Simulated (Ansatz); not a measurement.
```
Pd
1.0
     2.77971    0.00000    0.00000
     0.00000   -4.81460    0.00000
    -0.18357    0.00000   -9.17869
Pd
8
Direct
  0.50000 0.50000 0.00000
  0.00000 0.00000 0.00000
  0.00000 0.66667 0.75000
  0.50000 0.16667 0.75000
  0.50000 0.50000 0.50000
  0.00000 0.00000 0.50000
  0.50000 0.83333 0.25000
  0.00000 0.33333 0.25000
```

Space group C2/c; a structure from a database of computed crystals, not necessarily the ambient phase.

Theory: Ansatz 0.2.0, DFT PBE, scalar-relativistic, plane waves, PAW.

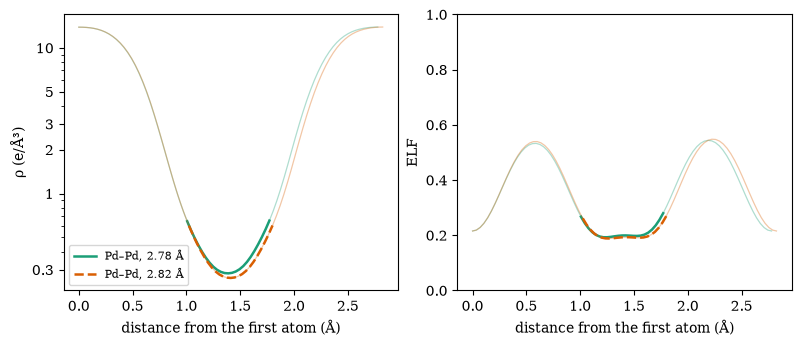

Pd. Valence pseudo-density and ELF along straight lines between neighbouring atoms. Thin, pale parts lie inside the atomic spheres.

Core electrons are frozen (PAW), and the valence fields are smoothed inside the atomic spheres.

Compare the contacts.

Pd–Pd (2.78 Å): ρ at the midpoint is about 0.28 e/Å³; the ELF is about 0.20 at the midpoint: no localised pair shows between them.
Pd–Pd (2.82 Å): ρ is about 0.26 e/Å³ halfway; the ELF is about 0.20 at the midpoint; no shared electron pair shows on this line.
